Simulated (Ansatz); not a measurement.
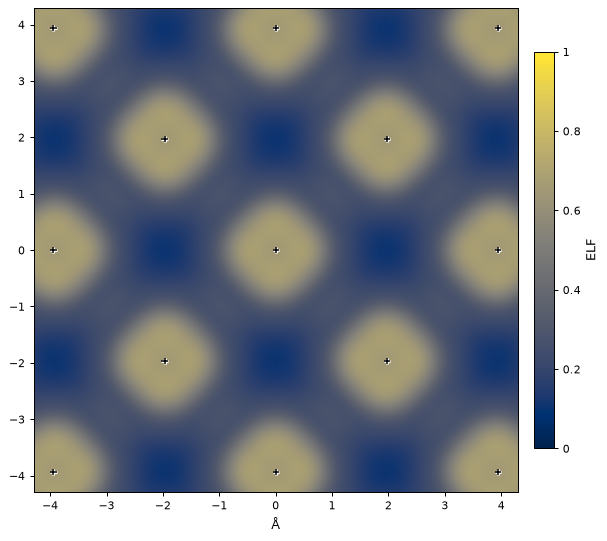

The electron localisation function on a plane through atoms (crosses mark nuclei in the plane).

The calculation used Ansatz 0.2.0, DFT r2SCAN, scalar-relativistic, plane waves, PAW.

Candidates:
A. SiC, a = 3.23 Å, b = 3.23 Å, c = 4.36 Å, α = 90.00°, β = 90.00°, γ = 90.00°. Space group I-4m2; changed on purpose from its base cell (strain +0.050 along x and y, +0.000 along z, atoms carried along); computed pressure about −18 GPa in this cell.
B. Pt, a = 3.94 Å, b = 3.94 Å, c = 3.94 Å, α = 90.00°, β = 90.00°, γ = 90.00°. Space group Fm-3m.
C. Ir, a = 3.84 Å, b = 3.84 Å, c = 3.84 Å, α = 90.00°, β = 90.00°, γ = 90.00°. Space group Fm-3m; computed without spin polarisation.

Which system is this?

Candidate B: Pt on the (010) plane of the conventional cell, which holds Pt. Pt–Pt (2.79 Å): the ELF is about 0.30 at the midpoint (no shared electron pair shows on this line).
